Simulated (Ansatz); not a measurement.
C (slab)

Input file:

```
crystal:
  lattice:
    - [2.4649373942, 0.0, 0.0]
    - [1.2324826688, 2.1346903355, 0.0]
    - [0.0, 0.0, 25.748660793]
  atoms:
    - { symbol: C, position: [0.1656238015, 0.1656238015, 0.3301142559] }
    - { symbol: C, position: [0.4989565371, 0.4989565371, 0.3301441472] }
    - { symbol: C, position: [0.4979139708, 0.4979139708, 0.4611480831] }
    - { symbol: C, position: [0.8312467065, 0.8312467065, 0.4611779744] }
    - { symbol: C, position: [0.8302041402, 0.8302041402, 0.5921819102] }
    - { symbol: C, position: [0.1635368758, 0.1635368758, 0.5922118015] }
    - { symbol: C, position: [0.1635368758, 0.1635368758, 0.6512439978], spin: 2.0 }
basis:
  ecutwfc: 420
kpoints:
  mp_grid: { grid: [12, 12, 1] }
hamiltonian:
  xc: pbe
  dispersion: d3bj
scf:
  occupations: { method: gaussian, width: 0.05 }
output:
  forces: true
  eigenvalues: true
  populations: true
  write_density: true
  write_potential: true
  elf: true
  volumetric_format: npy
magnetization:
  spin_polarized: true
relax:
  adjacent_minimum: "off"
  f_tol: 0.03
  max_steps: 70
  constraints: [{ sites: [0, 1] }]
efield:
  axis: 3
  dipole_correction: true
  ramp_width: 0.04
```

Run with:

```sh
ansatz run input.yaml --threads 1 --pin off --max-ram 2560MiB --backend cpu --events-out ev --progress --plain --runs-dir out
```

The fields are those of the relaxed geometry.

The program warned that a starting moment wasn't kept; spin-polarised, but the moments vanished.

The calculation used DFT PBE+D3(BJ), scalar-relativistic, plane waves, PAW in Ansatz.

Predict the valence pseudo-density and electron localisation function between the atoms.

Answer. C–C (1.61 Å): ρ is about 1.3 e/Å³ halfway; the ELF peaks at about 0.90 between the atoms.

Does the calculation give a band gap?

Answer. It is gapless in this calculation (a metal or semimetal).

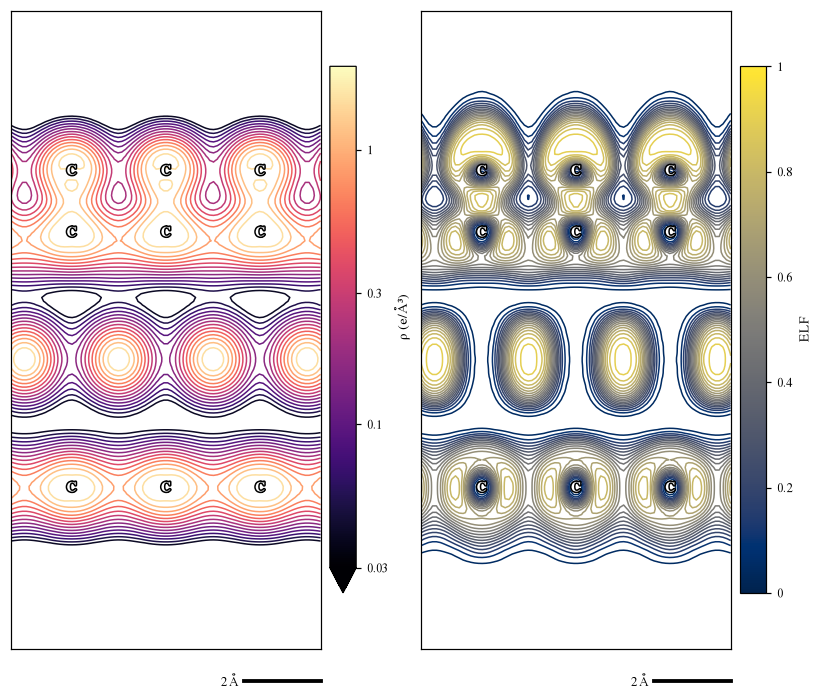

Computed valence pseudo-density and electron localisation function on the (110) plane of the calculation cell, a cut from vacuum to vacuum, in this order. Atoms just off the plane (C, 0.7 Å away) can leave unmarked features too.

The density is the valence pseudo-density of a PAW calculation; it isn't the true density close to the nuclei.
